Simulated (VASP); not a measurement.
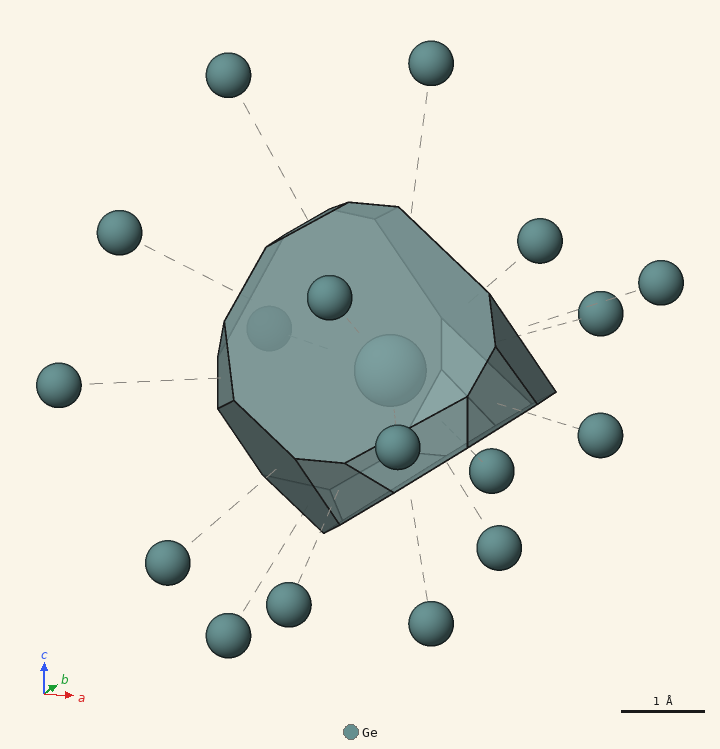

Voronoi–Dirichlet polyhedron, computed geometrically; every face belongs to one neighbour and no atomic radii are used. Central atom: Ge (16c) in Ge; faces take the colour of the neighbour behind them. Origin: a cell listed in the Materials Project, as set up for an electronic-structure calculation.

Ge, space group Ia-3 (No. 206), a = 6.968 Å, b = 6.968 Å, c = 6.968 Å, α = 90.00°, β = 90.00°, γ = 90.00°

```csv
site,Wyckoff,x,y,z
Ge,16c,0.1494,0.1494,0.1494
```

**Give the Voronoi index ⟨n3,n4,n5,n6,…⟩ (numbers of faces with 3, 4, 5, 6 … edges).**

17 faces, index ⟨0,12,0,2,0,0,0,3⟩.

**What is the volume of this Voronoi cell?**

21.1 Å³, equal to the mean volume per atom.

**Tabulate the neighbours by distance and solid angle.**

| neighbour | faces | distance (Å) | solid angle (% of sphere) |
| --- | --- | --- | --- |
| Ge | 1 | 2.43 | 19.0 |
| Ge | 3 | 2.51 | 57.8 |
| Ge | 1 | 3.61 | 6.6 |
| Ge | 6 | 3.76 | 8.9 |
| Ge | 6 | 4.06 | 7.7 |
